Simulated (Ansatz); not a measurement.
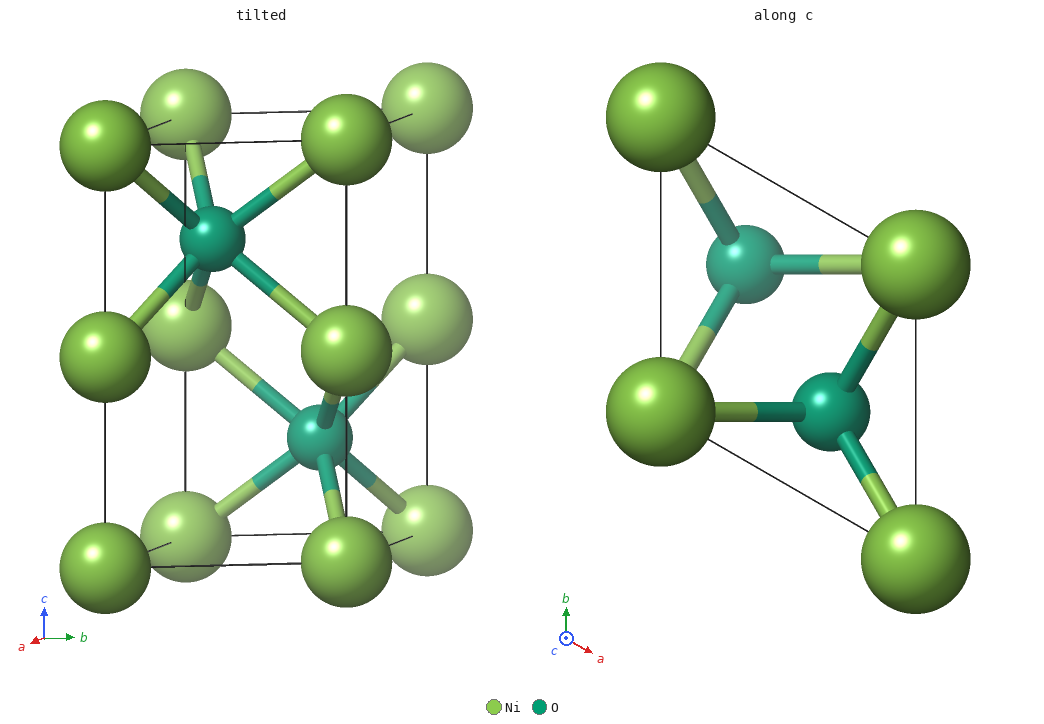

Structure drawing (ball-and-stick), viewed slightly off an axis and along the c axis. The parallelepiped is the conventional unit cell.

NiO, nickel arsenide (NiAs) type, space group P6_3/mmc (No. 194), a = 2.913 Å, b = 2.913 Å, c = 5.055 Å, α = 90.00°, β = 90.00°, γ = 120.00°. The structure comes from a structure type filled with these elements by a generator (whether the compound takes this form wasn't checked). Earlier steps of the study, as a rule a relaxation of our own, may have changed the cell and positions, so they can lie some per cent off the listed ones. It went into a calculation with Ansatz.

This one geometry was computed with Ansatz (DFT, plane waves, PAW) at five levels of theory: PBEsol, r2SCAN, LDA, HSE06 and PBE with spin-orbit coupling.

Which level gives the highest pressure at this volume, and what does that say about its equilibrium volume?

Highest: PBE with spin-orbit coupling (0.0 GPa), which points to the largest equilibrium volume. Lowest, with the smallest volume: LDA (-19.3 GPa). Levels within 0.5 GPa of each other can't be told apart.

How does the band gap change with the level of theory?

LDA: a gap of 0.23 eV on the k-mesh; PBEsol: a gap of 0.52 eV on the k-mesh; PBE with spin-orbit coupling: a gap of 0.76 eV on the k-mesh; r2SCAN: a gap of 2.22 eV on the k-mesh; HSE06: a gap of 4.29 eV on the k-mesh.

Collect the results in a table.

| level | cutoff (eV) | k-mesh of the run's cell | gap (eV) | pressure (GPa) | absolute moment (μB/atom) |
| --- | --- | --- | --- | --- | --- |
| PBEsol | 420 | 12×12×8 | 0.52 | -10.4 | 0.70 |
| r2SCAN | 500 | 12×12×8 | 2.22 | -4.3 | 0.85 |
| LDA | 420 | 12×12×8 | 0.23 | -19.3 | 0.63 |
| HSE06 | 420 | 6×6×4 | 4.29 | -2.4 | 0.91 |
| PBE with spin-orbit coupling | 420 | 12×12×8 | 0.76 | 0.0 | 0.73 |

Gaps are taken on the k-mesh or band path of each run.
